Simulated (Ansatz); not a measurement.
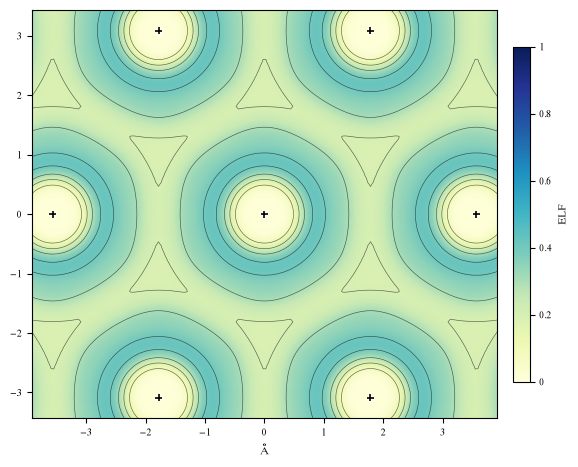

The electron localisation function on a plane through atoms (crosses mark nuclei in the plane).

The calculation used Ansatz, DFT PBE, scalar-relativistic, plane waves, PAW.

Candidates:
A. Pb, a = 5.04 Å, b = 5.04 Å, c = 5.04 Å, α = 90.00°, β = 90.00°, γ = 90.00°. Space group Fm-3m.
B. W (slab), a = 3.18 Å, b = 5.28 Å, c = 27.08 Å, α = 90.00°, β = 90.00°, γ = 107.55°. 
C. SrTiO$_{3}$, a = 3.94 Å, b = 3.94 Å, c = 3.94 Å, α = 90.00°, β = 90.00°, γ = 90.00°. Space group Pm-3m; computed without spin polarisation.

### Which system is this?

Candidate A: Pb on the (111) plane of the conventional cell, which holds Pb. Pb–Pb (3.57 Å): the ELF is about 0.20 at the midpoint (no shared electron pair shows on this line).
